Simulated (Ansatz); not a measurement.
Cr, as given below.

```cif
data_structure
_symmetry_space_group_name_H-M 'Pm-3m'
_symmetry_Int_Tables_number 221
_cell_length_a 2.3660
_cell_length_b 2.3660
_cell_length_c 2.3660
_cell_angle_alpha 90.000
_cell_angle_beta 90.000
_cell_angle_gamma 90.000
_cell_volume 13.24
loop_
_atom_site_label
_atom_site_type_symbol
_atom_site_symmetry_multiplicity
_atom_site_Wyckoff_symbol
_atom_site_fract_x
_atom_site_fract_y
_atom_site_fract_z
_atom_site_occupancy
Cr1 Cr 1 a 0.00000 0.00000 0.00000 1
```

It is based on coordinates from a relaxation with Ansatz, DFT, BLYP, plane waves (420 eV) with PAW, scalar-relativistic; the starting structure was generated, so it need not be a known form of this composition.

### Predict the first 2 clear peaks of the X-ray G(r) with σ = 0.08 Å, and name the atom pairs.

1. 2.37 Å: Cr–Cr at 2.37 Å
2. 3.35 Å: Cr–Cr at 3.35 Å

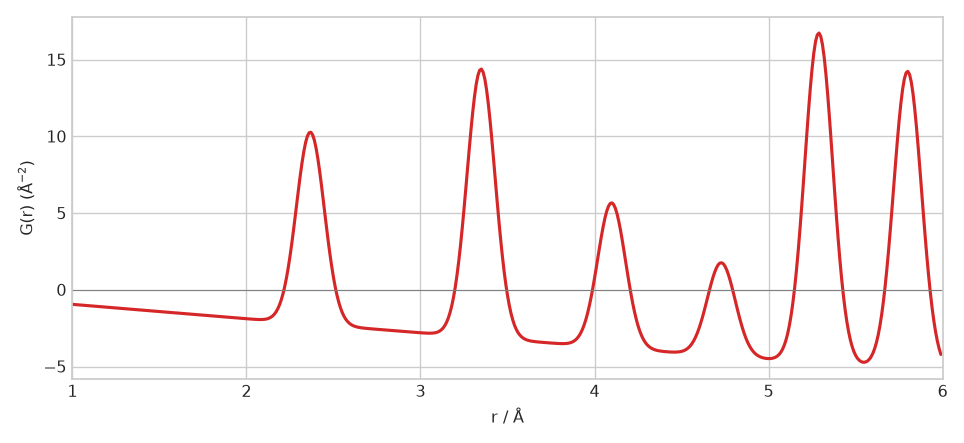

Simulated X-ray pair distribution function, G(r) = R(r)/r − 4πρ₀r, summed over the atomic distances of the structure with each pair weighted by the product of the atomic numbers (X-ray weights at Q = 0); every distance is a Gaussian of σ = 0.08 Å, damped by exp(−(Q_damp r)²/2) with Q_damp = 0.060 Å⁻¹.
